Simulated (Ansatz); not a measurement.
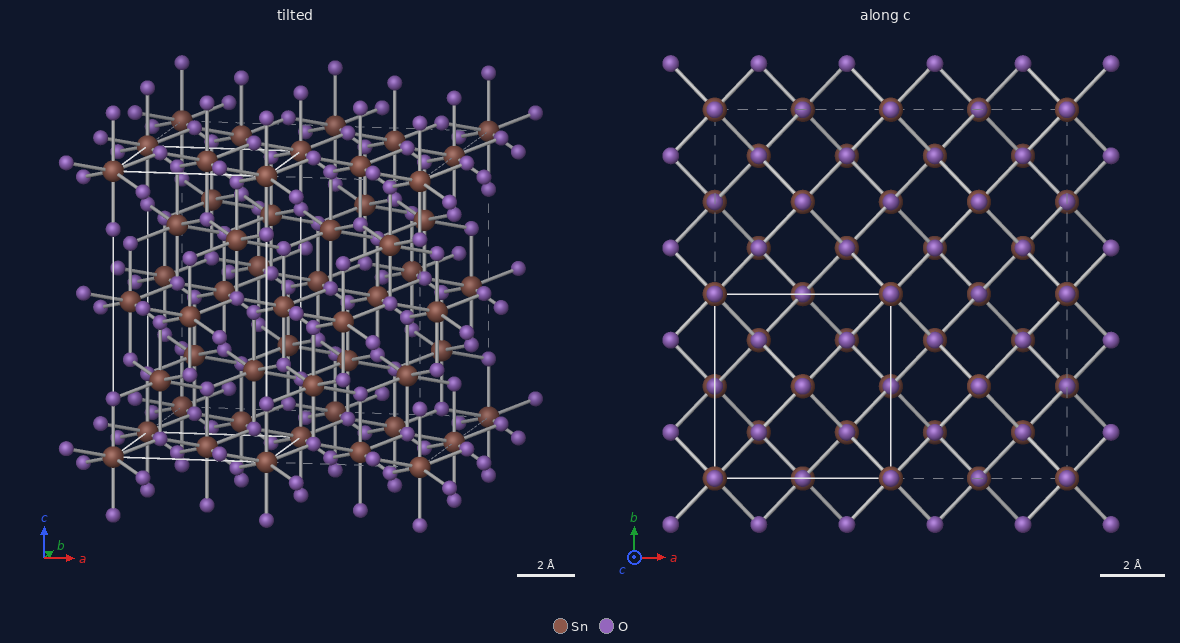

The image is a ball-and-stick drawing of a crystal, viewed slightly off an axis and along the c axis. The solid frame is a single conventional unit cell within a 2×2×1 block. Some atoms of the next cells are drawn as well.

SnO₂, space group Fddd (No. 70), a = 5.53 Å, b = 5.78 Å, c = 10.20 Å, α = 90.00°, β = 90.00°, γ = 90.00°.

Theory: DFT, HSE06, plane waves, PAW (Ansatz 0.2.0). Numerical settings: E_cut = 420 eV, k-points about 0.36 Å⁻¹ apart, no spin polarisation.

**Does it come out as a metal, or with a gap?**

An insulator at this level, with a gap of 3.36 eV, indirect; the smallest direct gap is 3.71 eV.

**How far is the cell from zero pressure?**

The computed pressure is -1.3 GPa (stretched: it would shrink). The stress isn't hydrostatic: its largest component is 2.0 GPa.

Starting structure: a structure listed in the Materials Project. The cell was then strained or its atoms displaced on purpose. It was run through Ansatz as a DFT input.
